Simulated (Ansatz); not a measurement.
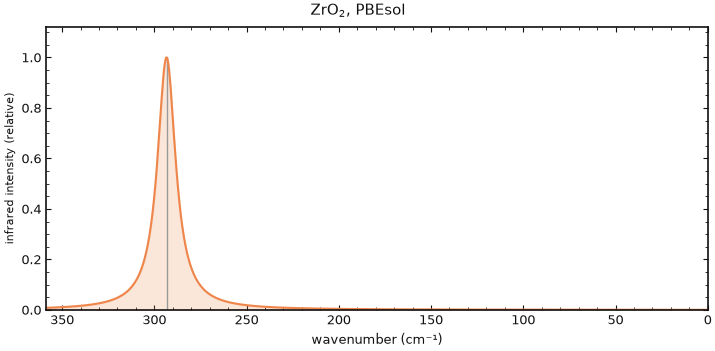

The figure shows the infrared spectrum of the zone-centre phonons for ZrO₂, space group Fm-3m (No. 225). Lines are broadened by Lorentzians of 12 cm⁻¹ full width; the spectrum is scaled to its strongest line. These are zero-field (TO) frequencies; inactive modes don't show.

The given structure:
```xyz
3
Lattice="0.0000 2.4960 2.4960 2.4960 0.0000 2.4960 2.4960 2.4960 0.0000" Properties=species:S:1:pos:R:3 pbc="T T T"
Zr    0.0000    0.0000    0.0000
O     1.2480    1.2480    1.2480
O     3.7440    3.7440    3.7440
```

Method: infrared-active and silent optical phonons at the zone centre of an insulator with atoms at rest in the given cell, intensity summed over the level, zero macroscopic field, imaginary frequencies are negative, field response on a mesh refined by the program; PAW (Ansatz 0.2.0). Level: PBEsol, no spin polarisation.

- wave cutoff: 420 eV
- k mesh: 8×8×8
- occupations: fixed
- pressure: 12 GPa

Which are the strongest infrared lines?

The strongest infrared line is at 293.4 cm⁻¹, the only infrared-active level.
